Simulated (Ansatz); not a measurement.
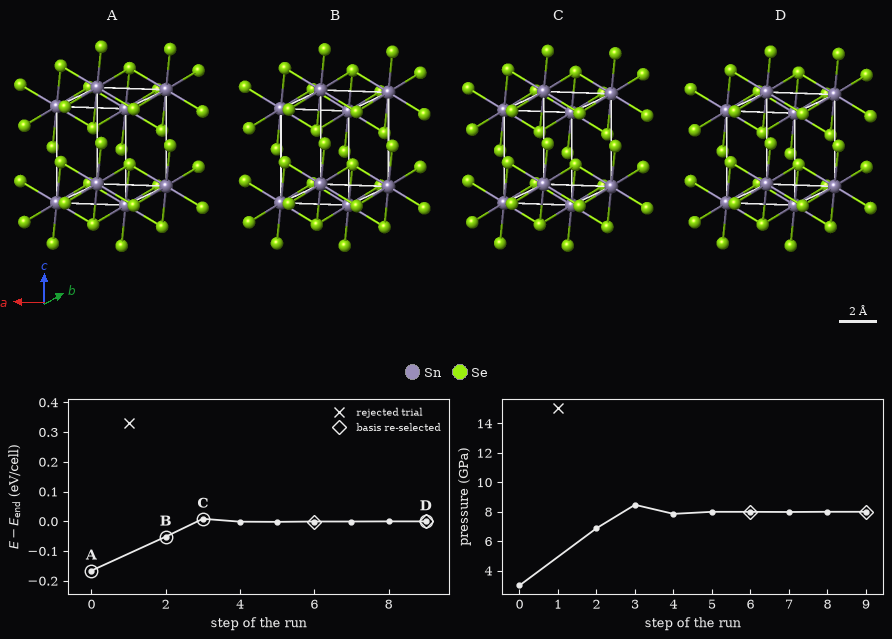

Frames of a relaxation of a crystal of SnSe2 (set up in P-3m1), marked on the history of the run. A ball-and-stick model of the cell of the calculation, seen from a free direction.

Case: relaxed at 8 GPa.

These are results of DFT PBE+D3(BJ), scalar-relativistic, plane waves, PAW (Ansatz), not measurements. Settings: plane-wave cutoff 420 eV; k-point mesh 12 × 12 × 8; occupations fermi dirac; smearing width 0.15 eV; target pressure 8 GPa; no spin polarisation; cell and atoms relaxed; force threshold 0.001 eV/Å; at most 60 steps.

### Describe the path.

The largest moves relative to the cell, 0.072 Å, are those of Se atoms. Sn stays in place. The volume changes by −7.1 %, with a = b 3.810 → 3.759 Å (−1.3 %), c 5.637 → 5.378 Å (−4.6 %). Among the contacts that change: Se–Sn 2.715 → 2.691 Å. The space group stays P-3m1 (No. 164). Over 6 accepted moves (9 points after the start) the energy rises by 0.166 eV per cell of the calculation. With the target pressure of 8 GPa, the enthalpy E + pV changes by −86.3 meV per cell of the calculation. Pressure: 3.00 GPa at the start and 8.00 GPa at the end. The line search rejected the trial step at point 1 of the run. At 2 points the geometry stayed and the basis and grid were re-selected for the new cell (energy shift of 1.2 meV per cell of the calculation at most each time). From step 0 to 2: Se atoms move most (0.04 Å), volume −5.5 %, energy +0.114 eV per cell of the calculation. From step 2 to 3: Se atoms move most (0.02 Å), volume −2.0 %, energy +60.1 meV per cell of the calculation. From step 3 to 9: volume +0.3 %, energy −8.7 meV per cell of the calculation.

```tsv
step	E − E(0), meV/atom	largest force component, eV/Å	pressure, GPa	volume, Å³/atom	note
0	0.00	0.0001	3.00	23.619	
1	165.93	0.1009	15.06	20.422	rejected
2	38.07	0.0296	6.88	22.325	
3	58.11	0.0439	8.48	21.880	
4	54.89	0.0487	7.86	21.938	
5	54.70	0.0009	8.00	21.940	
6	55.08	0.0016	8.00	21.940	same geometry, new basis
7	55.08	0.0013	7.99	21.940	
8	55.22	0.0000	8.00	21.937	
9	55.22	0.0000	8.00	21.937	same geometry, new basis
```
